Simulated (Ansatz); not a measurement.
TaAs

```
Ta As
1.0
     3.31481    0.00000    0.00000
     0.00000    3.31481    0.00000
     0.00000    0.00000   10.90479
Ta As
4 4
Direct
  0.50000 0.00000 0.25148
  0.00000 0.50000 0.75148
  0.50000 0.50000 0.00148
  0.00000 0.00000 0.50148
  0.00000 0.50000 0.33112
  0.50000 0.00000 0.83112
  0.00000 0.00000 0.08112
  0.50000 0.50000 0.58112
```

Space group I4₁md; a structure from a database of computed crystals, not necessarily the ambient phase; changed on purpose from its base cell (volume × 0.88, shape and atoms relaxed); computed pressure about 32 GPa in this cell.

These are results of Ansatz 0.2.0, DFT PBEsol, scalar-relativistic, plane waves, PAW, not measurements.

In a PAW calculation such maps are meaningful between the atoms, not at the nuclei.

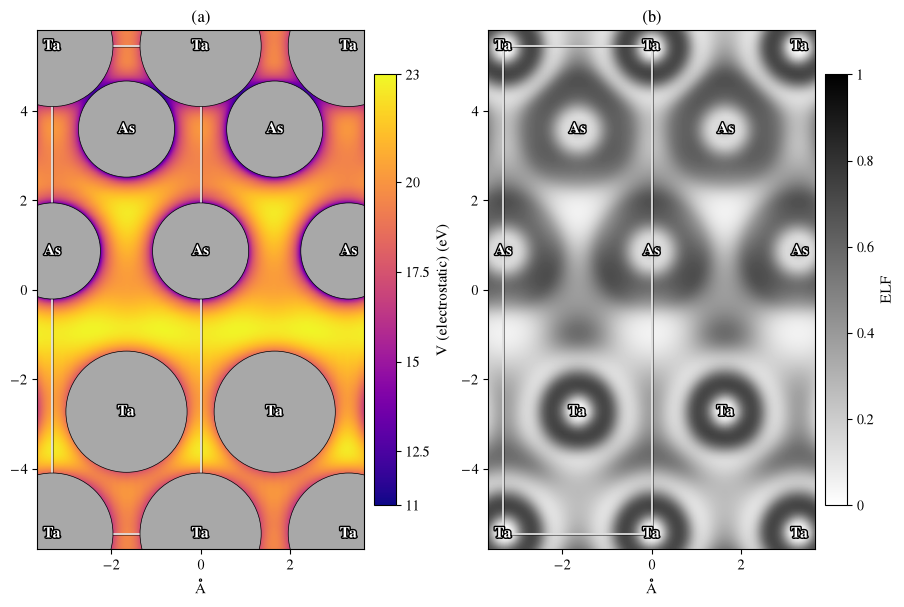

Figure 1. (a) electrostatic potential (local pseudopotential plus Hartree) felt by an electron; (b) ELF on the (010) plane of the conventional cell. Grey discs cover the atomic cores in the potential map.

Question: Describe what can be read from this map.

Answer: The plane passes through Ta and As nuclei. Ta–As (2.49 Å): the ELF is about 0.40 at the midpoint. The features right at Ta lie inside the PAW spheres, where the map follows smoothed inner orbitals and isn't to be read closely. Outside the cores the potential energy rises away from the atoms and is highest about 1.9 Å from the nearest atoms; its zero is arbitrary.

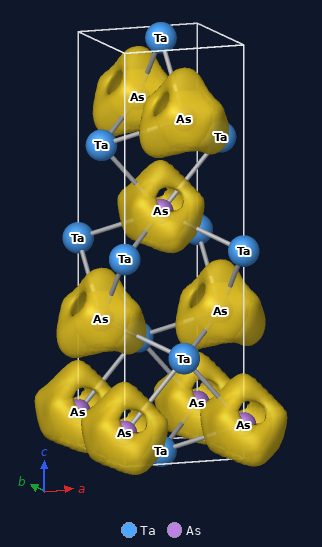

Figure 2. Isosurface of the ELF at 0.6 (yellow), seen slightly off an axis. Only the valence region is drawn (cores and ρ < 0.01 e/Å³ removed). Sticks mark near contacts.

Question: Describe the localisation domains.

Answer: The surface consists of four regions wrapped around As (the valence shell of each), counted in one cell of 8 atoms. Any copies at cell faces, edges or corners count once.

Question: Does the calculation give a band gap?

Answer: It is gapless in this calculation (a metal or semimetal).
